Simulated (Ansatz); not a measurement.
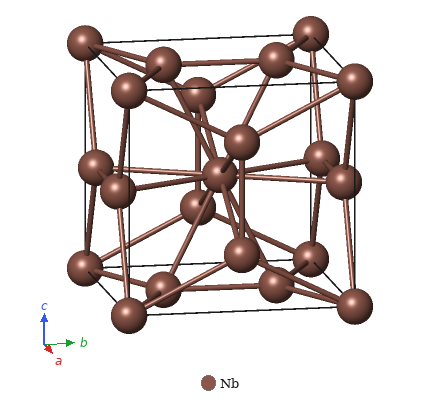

Nb (Pm-3n, No. 223): coordinates from a relaxation with Ansatz 0.2.0, DFT, RPBE, plane waves (420 eV) with PAW, scalar-relativistic; the starting structure was generated, so it need not be a known form of this composition.

Space group Pm-3n (No. 223). a = 5.330 Å, b = 5.330 Å, c = 5.330 Å, α = 90.00°, β = 90.00°, γ = 90.00°
```
atom  site  symmetry       x       y       z
  Nb    2a      m-3.  0.0000  0.0000  0.0000
  Nb    6c     -4m.2  0.2500  0.0000  0.5000
```

What will a map of the projected electrostatic potential along [111] show? Computed as the sum of neutral-atom potentials (tabulated electron scattering factors, B = 0.3 Å²) projected along the beam and smoothed by 0.25 Å; brighter is more positive.

Answer. The columns repeat on a hexagonal net with a repeat of 4.35 Å (plane group p6mm). The brightest columns hold 2 Nb per repeat; in falling brightness follow 1 Nb (about 50 %). Brightness is counted from the darkest point of the image. The shortest distance between visible columns is 1.09 Å in projection (between Nb columns). Along the beam the structure repeats every 9.23 Å.

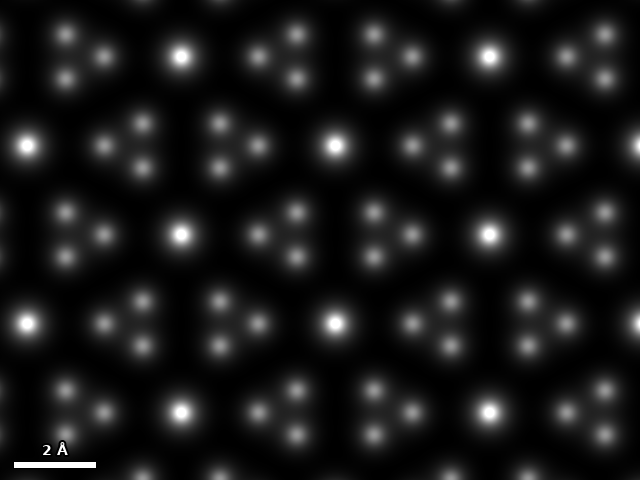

The simulated image.
